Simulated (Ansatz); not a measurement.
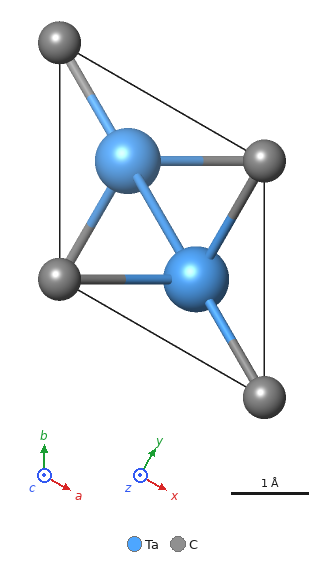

A scan of crystalline Ta2C (P-3m1): the cell is strained equally along x and y, with the atoms kept at their fractional coordinates. x, y and z are the Cartesian axes of the input. The picture shows the reference cell. The picture is a ball-and-stick view of the cell of the calculation, seen along the c axis.

Level of theory: DFT PBEsol, scalar-relativistic, plane waves, PAW in Ansatz. Set-up: plane-wave cutoff 420 eV; k-point mesh 18 × 18 × 10; occupations gaussian; smearing width 0.15 eV; no spin polarisation. Energies (free energies at the smearing named) are counted from the relaxed crystal.

```
CELL_PARAMETERS angstrom
3.09530 0.00000 0.00000
-1.54765 2.68061 0.00000
0.00000 0.00000 4.92108
ATOMIC_POSITIONS crystal
Ta 0.33333 0.66667 0.25288
Ta 0.66667 0.33333 0.74712
C 0.00000 0.00000 0.00000
```

> Give the energy at each point (the strain: −0.1500, −0.1125, −0.0750, −0.0375, 0.0000, 0.0375, 0.0750, 0.1125, 0.1312, 0.1500).

| strain | E − E(ref) (meV/atom) |
| --- | --- |
| −0.1500 | 1915 |
| −0.1125 | 988 |
| −0.0750 | 400 |
| −0.0375 | 91 |
| 0.0000 | 0 |
| 0.0375 | 75 |
| 0.0750 | 274 |
| 0.1125 | 562 |
| 0.1312 | 730 |
| 0.1500 | 912 |

Of the computed points the lowest is at the strain 0.00, 0 meV/atom. At the ends of the scan the energy is 1915 meV/atom (−0.15) and 912 meV/atom (0.15). The distortion keeps the space group P-3m1. At the strain −0.15 the cell of the drawing goes a 3.095 → 2.631 Å, b 3.095 → 2.631 Å.
